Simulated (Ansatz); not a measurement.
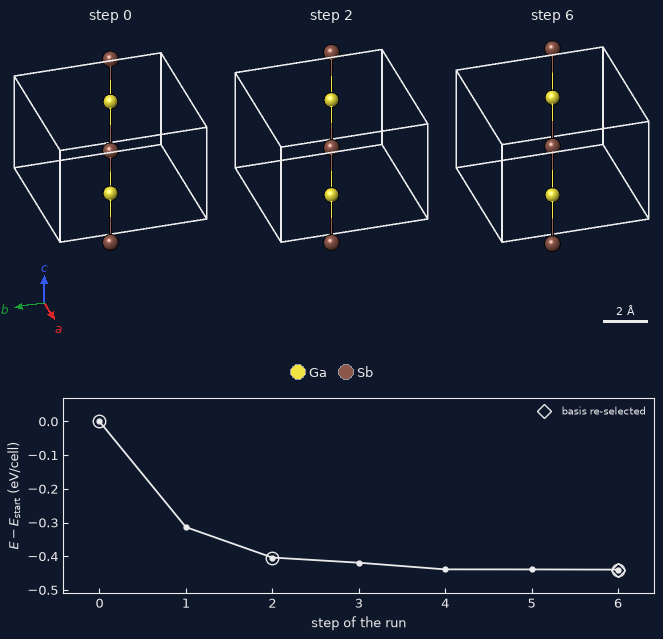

Frames of a relaxation of a wire of composition GaSb, marked on the history of the run. The picture is a ball-and-stick view of the cell of the calculation, with the vacuum cut short, seen from a free direction.

Case: dimerised chain of atoms.

These are results of DFT PBE, scalar-relativistic, plane waves, PAW in Ansatz 0.2.0, not measurements. Set-up: plane-wave cutoff 420 eV; k-point mesh 1 × 1 × 13; occupations gaussian; smearing width 0.05 eV; collinear spin; cell relaxed at fixed a, b, alpha, beta, gamma; force threshold 0.01 eV/Å; at most 45 steps.

Question: Describe the path.

Answer: The energy falls by 0.439 eV per cell of the calculation in 5 accepted moves (6 points after the start). Largest force component: 3.2 eV/Å at the start, 0.0002 eV/Å at the end. The SCF was repeated once at an unchanged geometry on a basis and grid sized afresh for the cell, which shifted the energy by 0.6 meV per cell of the calculation at most. The largest moves relative to the layer's centre, 0.090 Å, are those of Ga and Sb atoms. Largest moves by element: Ga 0.090 Å, Sb 0.090 Å. Along the periodic axis the drawn cell goes c 4.843 → 5.153 Å (+6.4 %). Near-neighbour distances that change, for instance: Ga–Sb 2.252 → 2.576 Å, Ga–Sb 2.591 → 2.576 Å. The program noted that the starting moments weren't kept. The run may lie on a higher electronic state than the lowest, so the end point isn't shown to be the ground-state structure. From step 0 to 2: Ga and Sb atoms move most (0.09 Å), energy −0.404 eV per cell of the calculation. From step 2 to 6: energy −35.8 meV per cell of the calculation.

| step | E − E(0), meV/atom | largest force component, eV/Å | note |
| --- | --- | --- | --- |
| 0 | 0.00 | 3.2476 |  |
| 1 | -156.68 | 0.2747 |  |
| 2 | -201.81 | 0.0254 |  |
| 3 | -209.46 | 0.0195 |  |
| 4 | -219.34 | 0.0002 |  |
| 5 | -219.42 | 0.0002 |  |
| 6 | -219.72 | 0.0002 | same geometry, new basis |

Limits of the set-up: the k-point mesh is coarse for a cell with partly filled bands.
